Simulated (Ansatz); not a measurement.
## Electronic structure of C4N (slab) in real space

The calculation's input:

```
crystal:
  lattice:
    - [4.9313048818, 0.0, 0.0]
    - [-2.4656524409, 4.2706353015, 0.0]
    - [0.0, 0.0, 16.6000331943]
  atoms:
    - { symbol: C, position: [0.3333333333, 0.1666666667, 0.2409653732] }
    - { symbol: C, position: [0.3333333333, 0.6666666667, 0.2409653732] }
    - { symbol: C, position: [0.8333333333, 0.1666666667, 0.2409653732] }
    - { symbol: C, position: [0.8333333333, 0.6666666667, 0.2409653732] }
    - { symbol: C, position: [0.1666666667, 0.3333333333, 0.2409633736] }
    - { symbol: C, position: [0.1666666667, 0.8333333333, 0.2409633736] }
    - { symbol: C, position: [0.6666666667, 0.3333333333, 0.2409633736] }
    - { symbol: C, position: [0.6666666667, 0.8333333333, 0.2409633736] }
    - { symbol: "N", position: [0.5, 0.5, 0.3421699901] }
    - { symbol: "N", position: [0.5, 0.5, 0.4084349179] }
basis:
  ecutwfc: 420
kpoints:
  mp_grid: { grid: [6, 6, 1] }
hamiltonian:
  xc: pbe
  pseudopotentials: { kind: paw, azcp: { folder: soft_1 } }
  dispersion: d3bj
scf:
  occupations: { method: gaussian, width: 0.1 }
output:
  forces: true
  eigenvalues: true
  write_density: true
  write_potential: true
  elf: true
  volumetric_format: npy
relax:
  adjacent_minimum: "off"
  f_tol: 0.025
  max_steps: 16
  constraints: [{ sites: [0, 1, 2, 3, 4, 5, 6, 7] }, { sites: [8, 9], fix: xy }]
efield:
  axis: 3
  dipole_correction: true
  ramp_width: 0.04
```

Launched as:

```sh
ansatz run input.yaml --threads 1 --pin off --max-ram 3072MiB --backend cpu --events-out ev --progress --plain --runs-dir out
```

The fields are those of the run's last geometry, not of the input's.

A point of a scan over the structure, not its minimum; PAW files of the earlier set (soft_1).

Theory: Ansatz 0.2.0, DFT PBE+D3(BJ), scalar-relativistic, plane waves, PAW.

The density is the valence pseudo-density of a PAW calculation; it isn't the true density close to the nuclei.

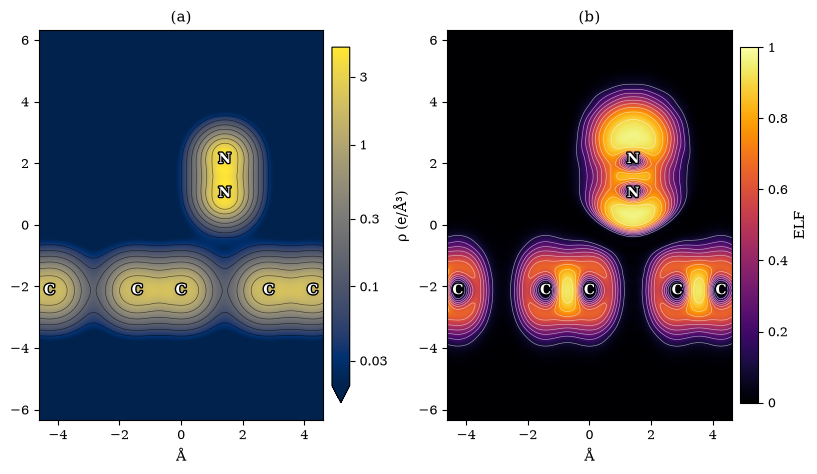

Figure 1. (a) valence electron density; (b) ELF on the (110) plane of the calculation cell, a cut from vacuum to vacuum.

Question: Describe what can be read from this map.

Answer:
- The section cuts through C and N sites.
- N–N (1.10 Å): ρ at the midpoint is about 4.5 e/Å³; the ELF peaks at about 0.85 between the atoms.
- C–C (1.42 Å): ρ is about 2 e/Å³ halfway; the ELF peaks at about 0.95 between the atoms.
- The density dies away to nearly zero in the vacuum.
- The ELF also peaks beside N, away from the bonds: lone-pair regions.

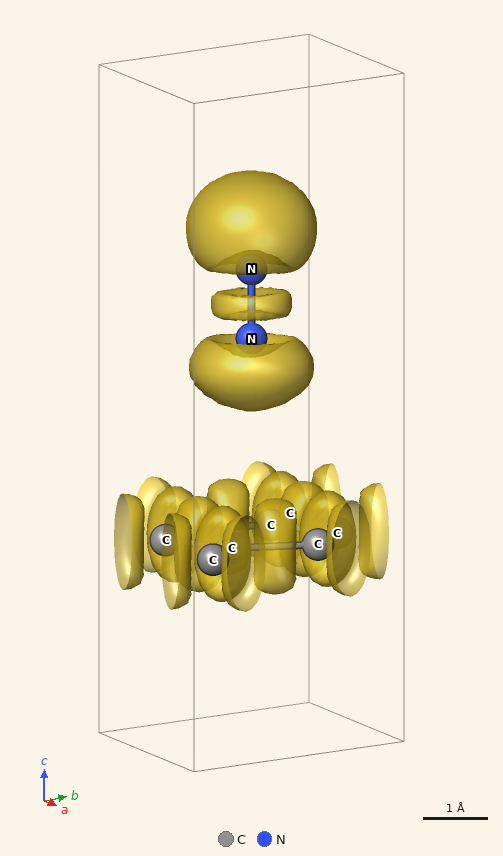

Figure 2. Isosurface of the electron localisation function at 0.75 (yellow), seen slightly off an axis. Only the valence region is drawn (cores and ρ < 0.01 e/Å³ removed). Sticks mark near contacts.

Question: What do the ELF domains correspond to?

Answer: At this value the surface marks out twelve regions between bonded C–C atoms, one region between bonded N–N atoms and two lobes on N, pointing away from the bonds (lone pairs), counted in one cell of 10 atoms. Counts are for one cell; the picture repeats the cell along the surface.

Question: Does the calculation give a band gap?

Answer: It is metallic or semimetallic at this level of theory: no gap opens.
